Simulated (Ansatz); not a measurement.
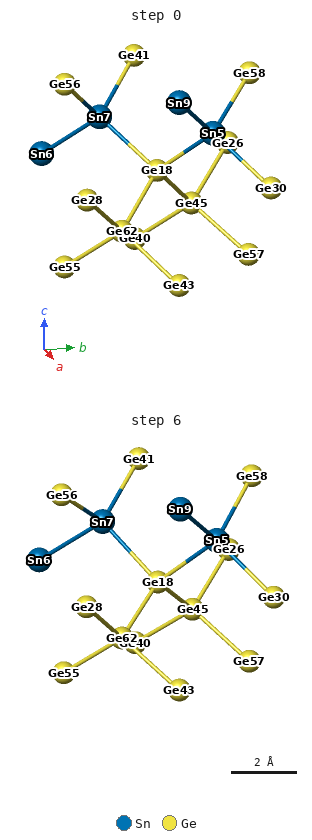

The structure of solid Sn12Ge52 (a generated structure, set up in P1) before (top) and after (bottom) a relaxation, at one scale.

The picture is a ball-and-stick view of the atoms within 4.2 Å of the atom that moves most (axes of the cell of the calculation), seen slightly off an axis.

Theory: Ansatz 0.2.0, DFT, PBEsol, PAW, plane waves. Settings: plane-wave cutoff 420 eV; k-point mesh 1 × 1 × 1; mesh shifted by (0.25, 0.25, 0.25); no spin polarisation; cell relaxed at fixed shape; force threshold 0.03 eV/Å; at most 80 steps.

Question: What changed between the two?

Answer: The largest move is that of Ge18, 0.21 Å roughly along −c. Largest moves by element: Ge 0.21 Å, Sn 0.21 Å. The lattice vectors keep their values. Near-neighbour distances that change, for instance: Sn5–Sn9 2.470 → 2.764 Å, Sn6–Sn7 2.567 → 2.762 Å, Sn5–Ge18 2.526 → 2.622 Å, Sn7–Ge18 2.506 → 2.596 Å. Bond angles that change, for instance: Ge45–Ge18–Ge62 107.9° → 115.0°, Sn5–Ge18–Sn7 109.1° → 102.7°, Sn9–Sn5–Ge30 110.8° → 104.9°. The space group stays P1 (No. 1). After 6 geometry steps the energy has fallen by 67.9 meV per atom. The largest force component goes from 2.8 to 0.0082 eV/Å. Pressure: 1.12 GPa at the start and 0.00 GPa at the end. The run took 14 s on 1 × NVIDIA GB300 Max-Q with 8 threads of Arm Neoverse-V2, peak memory 2.3 GiB.
